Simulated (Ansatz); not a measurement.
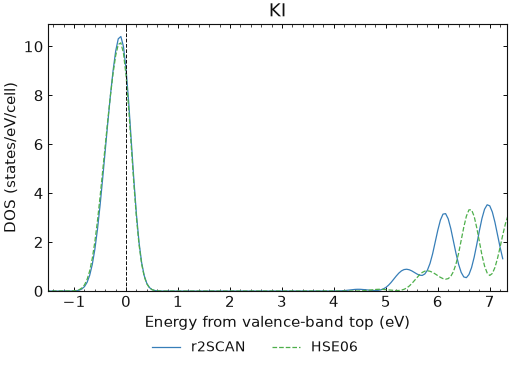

Total densities of states of KI, space group F-43m, 2 atoms in the cell, zincblende type, by two methods on the same cell. The curves are built from the levels of the k mesh with Gaussians 0.4 eV wide, which also blur the band edges. Each is counted from its own valence-band top.

Q: What changes from one method to the other?

A: r2SCAN gives a gap of 4.48 eV and HSE06 gives a gap of 4.88 eV.

Settings. r2SCAN: DFT, r2SCAN, plane waves, PAW, no spin polarisation, 4×4×4 k mesh, 500 eV cutoff (Ansatz 0.2.0). HSE06: DFT, HSE06, plane waves, PAW, no spin polarisation, 4×4×4 k mesh, 420 eV cutoff (Ansatz 0.2.0).

Spin-orbit coupling is left out, which matters for I.
